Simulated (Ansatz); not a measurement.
Input

```
crystal:
  lattice:
    - [-5.4525295546, 3.1480194061, 5.7227454284]
    - [5.4525295546, -3.1480194061, 5.7227454284]
    - [3.6350197031, 6.2960388123, -5.7227454284]
  atoms:
    - { symbol: Zr, position: [0.875, 0.375, 0.25] }
    - { symbol: Zr, position: [0.375, -0.125, 0.25] }
    - { symbol: Zr, position: [0.75, 0.75, 0.5] }
    - { symbol: Zr, position: [0.625, 0.125, 0.75] }
    - { symbol: Zr, position: [0.125, 0.625, 0.75] }
    - { symbol: Zr, position: [0.0, 0.0, 0.0] }
    - { symbol: Zr, position: [0.5, 0.5, 0.0] }
    - { symbol: S, position: [0.3359560279, 0.1692893612, 0.25] }
    - { symbol: S, position: [0.8359560279, 0.6692893612, 0.25] }
    - { symbol: S, position: [0.2109560279, 0.5442893612, 0.5] }
    - { symbol: S, position: [0.7109560279, 0.0442893612, 0.5] }
    - { symbol: S, position: [0.5859560279, 0.4192893612, 0.75] }
    - { symbol: S, position: [0.0859560279, 0.9192893612, 0.75] }
    - { symbol: S, position: [0.9609560279, 0.2942893612, 0.0] }
    - { symbol: S, position: [0.4609560279, 0.7942893612, 0.0] }
    - { symbol: S, position: [0.4140439721, 0.5807106388, 0.25] }
    - { symbol: S, position: [0.9140439721, 0.0807106388, 0.25] }
    - { symbol: S, position: [0.2890439721, 0.9557106388, 0.5] }
    - { symbol: S, position: [0.7890439721, 0.4557106388, 0.5] }
    - { symbol: S, position: [0.6640439721, 0.8307106388, 0.75] }
    - { symbol: S, position: [0.1640439721, 0.3307106388, 0.75] }
    - { symbol: S, position: [0.0390439721, 0.7057106388, 0.0] }
    - { symbol: S, position: [0.5390439721, 0.2057106388, 0.0] }
total_charge: -4
basis:
  ecutwfc: 420
kpoints:
  mp_grid: { grid: [4, 4, 4] }
hamiltonian:
  xc: pbe
  dispersion: d3bj
scf:
  occupations: { method: gaussian, width: 0.05 }
output:
  forces: true
  stress: true
  eigenvalues: true
  write_density: true
  write_potential: true
  elf: true
  volumetric_format: npy
relax:
  adjacent_minimum: "off"
  f_tol: 0.02
  max_steps: 50
```

Run with:

```sh
ansatz run input.yaml --threads 4 --pin off --max-ram 9216MiB --backend cpu --events-out ev --progress --plain --runs-dir out
```

The fields are those of the relaxed geometry.

Method: DFT PBE+D3(BJ), scalar-relativistic, plane waves, PAW in Ansatz 0.2.0.

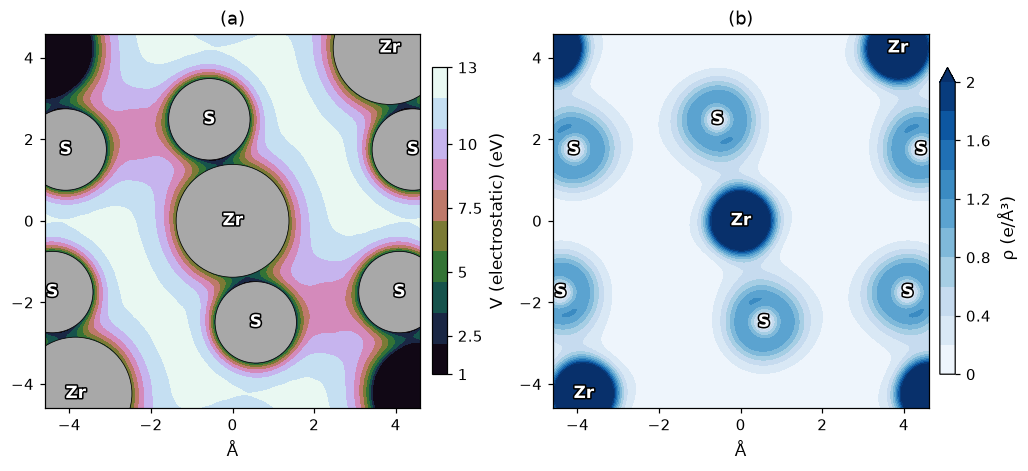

Zr7S16 (cell charge −4, with a compensating background) (cell with a defect). (a) electrostatic potential (local pseudopotential plus Hartree) felt by an electron; (b) valence charge density (pseudo) on the (001) plane of the calculation cell. Grey discs cover the atomic cores in the potential map.

### What do the fields say about this system?

The plane passes through Zr and S nuclei.
Zr–S (2.55 Å): the density is about 0.45 e/Å³ at the midpoint.
Zr–S (2.55 Å): ρ is about 0.45 e/Å³ halfway.
Between the atoms the lowest density in this plane is 0.01 e/Å³.
Outside the cores the potential energy rises away from the atoms and is highest about 2.0 Å from the nearest atoms; its zero is arbitrary.
